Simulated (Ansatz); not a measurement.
Input of the run:

```
crystal:
  lattice:
    - [3.9258885792, 0.0, 0.0]
    - [0.0, 3.9723652526, 0.0]
    - [0.0, 0.0, 4.1122285626]
  atoms:
    - { symbol: Ba, position: [0.0, 0.0, -0.004250167] }
    - { symbol: Ti, position: [0.5, 0.5, 0.4776046287] }
    - { symbol: O, position: [0.5, 0.5, 0.0339020936] }
    - { symbol: O, position: [0.5, 0.0, 0.5163359384] }
    - { symbol: O, position: [0.0, 0.5, 0.5194075063] }
kpoints:
  mp_grid: { grid: [6, 6, 6] }
  band_path:
    path:
      - [0.0, 0.0, 0.0]
      - [0.0, 0.5, 0.0]
      - [0.5, 0.5, 0.0]
      - [0.0, 0.0, 0.5]
      - [0.0, 0.5, 0.5]
      - [0.5, 0.5, 0.5]
    npoints: 1
hamiltonian:
  xc: pbe
scf:
  occupations: { method: fermi_dirac, width: 0.02 }
  n_extra_bands: 5
output:
  forces: true
  stress: true
  eigenvalues: true
```

Run as:
```bash
ansatz run input.yaml --threads 4 --pin off --max-ram 5529MiB --backend cpu --events-out ev --progress --plain --runs-dir out
```

What does the calculation give for the electronic structure?

There is a gap; over the k points computed it is 1.89 eV (indirect; the smallest direct gap is 2.35 eV). The upper group of valence states starts about 4.5 eV under the valence-band top (which lies at −1.0 eV on this axis), with a gap beneath it; it holds about 18 electrons a cell.

The cell is at 5 GPa in this functional.

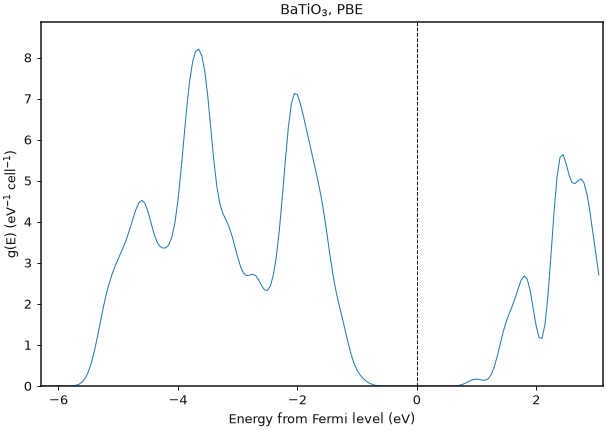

Density of states. Energies are counted from the Fermi level. The curve is built from the levels of the k mesh with Gaussians 0.3 eV wide, which also blur the band edges.
